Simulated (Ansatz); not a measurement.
**Ir: 6 runs along one coordinate**

System: Ir (P6₃/mmc, 2 atoms in the cell).
Method: DFT, PBEsol, plane waves (420 eV) with PAW, scalar-relativistic, no spin polarisation (Ansatz 0.2.0).

The 6 runs differ only in the geometry, by an even scaling of the cell at fixed fractional positions.

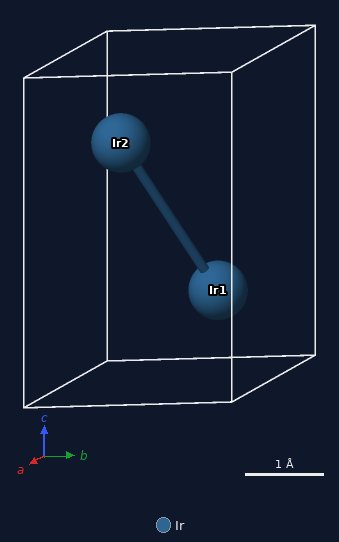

Figure 1. The structure of run 4 (ball-and-stick view of the cell of the calculation, seen slightly off an axis; atoms are numbered from 1 in the order of the input).

### Input of run 4
```yaml
crystal:
  lattice:
    - [2.7191415113, 0.0, 0.0]
    - [-1.3595707557, 2.3548456253, 0.0]
    - [0.0, 0.0, 4.4130191885]
  atoms:
    - { symbol: Ir, position: [0.3333333333, 0.6666666667, 0.25] }
    - { symbol: Ir, position: [0.6666666667, 0.3333333333, 0.75] }
hamiltonian:
  xc: pbesol
  pseudopotentials:
    kind: paw
    azcp:
      Ir: "pseudopotentials/Ir.paw.azcp"
basis:
  ecutwfc: 420
  fft_grid_basis: typed
kpoints:
  mp_grid: { grid: [15, 15, 8], shift: [0, 0, 0] }
magnetization:
  spin_polarized: false
scf:
  occupations: { method: fermi_dirac, width: 0.1 }
  lower_state_search: "off"
output:
  stress: true
```

Run 2 differs from it as follows:
```diff
-    - [2.7191415113, 0.0, 0.0]
-    - [-1.3595707557, 2.3548456253, 0.0]
-    - [0.0, 0.0, 4.4130191885]
+    - [2.6446066508, 0.0, 0.0]
+    - [-1.3223033254, 2.2902965426, 0.0]
+    - [0.0, 0.0, 4.2920531526]
```

### Results, with one run withheld

```tsv
run	volume per atom (Å³)	free energy per atom, from the lowest run given (meV)	pressure (GPa)
1	12.433	310.18	66.75
2	12.998	?	?
3	13.563	28.54	17.04
4	14.129	0.00	−0.17
5	14.694	25.38	−13.67
6	15.824	193.45	−32.41
```

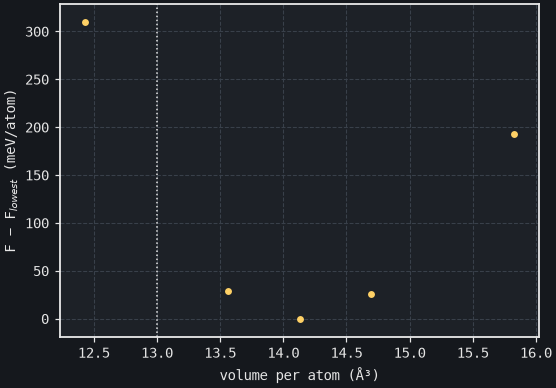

Figure 2. Free energy per atom of the runs given; the dotted line marks run 2.

What should run 2 give?

A cubic polynomial in V^(−2/3) (the Birch–Murnaghan form), fitted to the 5 runs given, misses them by at most 0.02 meV per atom. With x = V^(−2/3) − 0.17172 Å⁻², it reads F = 0.4212 + 1450.5 x + 1.2939e+06 x² + 3.9712e+06 x³ (meV per atom). At run 2 it gives 125.60 meV per atom, and the run itself gives 125.73. The slope of the fit gives a pressure −dF/dV of 38.92 GPa there, and the run prints 38.94 GPa. The fit has its minimum at 14.122 Å³ per atom, where V d²F/dV² gives 380 GPa. Cell shape and fractional positions are held, so this is the stiffness under even scaling; the relaxed bulk modulus wasn't computed.

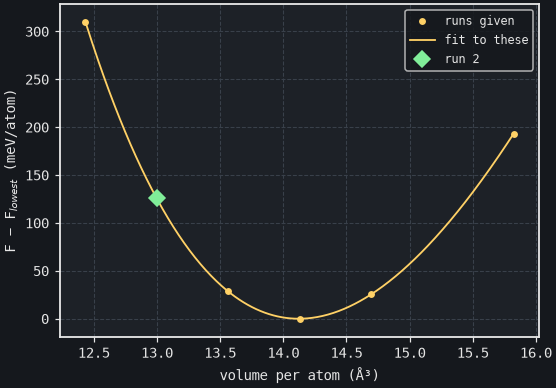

Figure 3. The fit and the withheld run.

### Output, shortened to warnings, some set-up lines, iterations and results (run 2)
```
Warning: [file] the record states the generating functional pbe (its physics header spells it `PBE`), which answers neither for hamiltonian.xc's functional nor for the pbesol family's — results may be inconsistent (PPs are generated against a specific XC)
Basis set: ecut = 420 eV, 537 PW (Γ)
Symmetry: 24 space group operations
k-points: 135 of 1800
Initial density: superposition of atomic densities (neutral atoms: chi_scale 0, normalization atom), corrected by the library's trained network
[...]
SCF iter   1: F=—  HF=-23597.703880 eV  |F-HF|=—  |Δ(HF+E_count)|=         —  Δρ=1.11e-2  dr2=1.35e-2  ethr=1.77e-3  ⟨swp⟩=4.9  Hψ=11535  notcnv=0
SCF iter   2: F=—  HF=-23597.703178 eV  |F-HF|=—  |Δ(HF+E_count)|=   7.03e-4  Δρ=6.27e-3  dr2=4.25e-3  ethr=3.97e-5  ⟨swp⟩=1.8  Hψ=4556  notcnv=0
SCF iter   3: F=—  HF=-23597.702793 eV  |F-HF|=—  |Δ(HF+E_count)|=   3.85e-4  Δρ=3.24e-4  dr2=1.47e-5  ethr=1.25e-5  ⟨swp⟩=2.0  Hψ=3964  notcnv=0
SCF iter   4: F=—  HF=-23597.702801 eV  |F-HF|=—  |Δ(HF+E_count)|=   7.90e-6  Δρ=6.74e-5  dr2=8.49e-7  ethr=4.32e-8  ⟨swp⟩=2.2  Hψ=4796  notcnv=0
SCF iter   5: F=-23597.702801 eV  HF=-23597.702801 eV  |F-HF|=3.11e-9  |Δ(HF+E_count)|=   2.47e-7  Δρ=7.71e-6  dr2=6.48e-9  ethr=2.50e-9  ⟨swp⟩=2.5  Hψ=4828  notcnv=0
SCF iter   6: F=-23597.702801 eV  HF=-23597.702801 eV  |F-HF|=5.09e-11  |Δ(HF+E_count)|=   1.20e-9  Δρ=8.81e-7  dr2=8.96e-11  ethr=1.91e-11  ⟨swp⟩=1.5  Hψ=9280  notcnv=0
SCF 1 converged in 6 iterations: F = -23597.702801 eV  dr2 = 8.96e-11
SCF converged after 6 iterations
Free energy (F): -23597.702801 eV
Harris-Foulkes:  -23597.702801 eV  (|F-HF|=5.09e-11)
Internal energy: -23597.638084 eV  (E = F + TS)
E sigma→0 (E₀):  -23597.670442 eV
Entropy (-TS):   -0.064717 eV (-32.358 meV/atom)
Fermi energy:    28.661825 eV
--- Per-component energies (eV) ---
  E_band       = -86.854736
  E_kinetic    = 1255.743025
  E_local      = -1938.570937  (includes V_loc(G=0)·N_el)
  E_nonlocal   = 152.484707
  E_hartree    = 758.817872
  E_xc         = -536.434031
  E_vxc        = -603.930647  (∫ρ·V_xc dr)
  E_paw        = -18178.424690  (= ΣΔE_a)
  E_vpaw       = -470.216361  (= ΣTr[D̂ρ^β])
  E_aug_tail   = 0.000125  (compensation charges beyond the density's cutoff)
  E_ewald      = -5111.784725
  E_core_change = 0.530570  (= ΣΔE_core)
  E_smearing   = -0.064717  (= −TS)
  E_closure    = 0.000000  (closes the sum)
  Σ components = -23597.702801   (vs F -23597.702801, Δ=0.00e0)
--- Stress (GPa, compression-positive) ---
       38.801320      -0.000000       0.000000
       -0.000000      38.801320       0.000000
        0.000000       0.000000      39.202652
  P = ⅓ Tr σ = 38.9351 GPa (389.351 kbar)
```

The program warns: the PAW datasets were made with another functional. Spin–orbit coupling is left out, which matters for Ir.
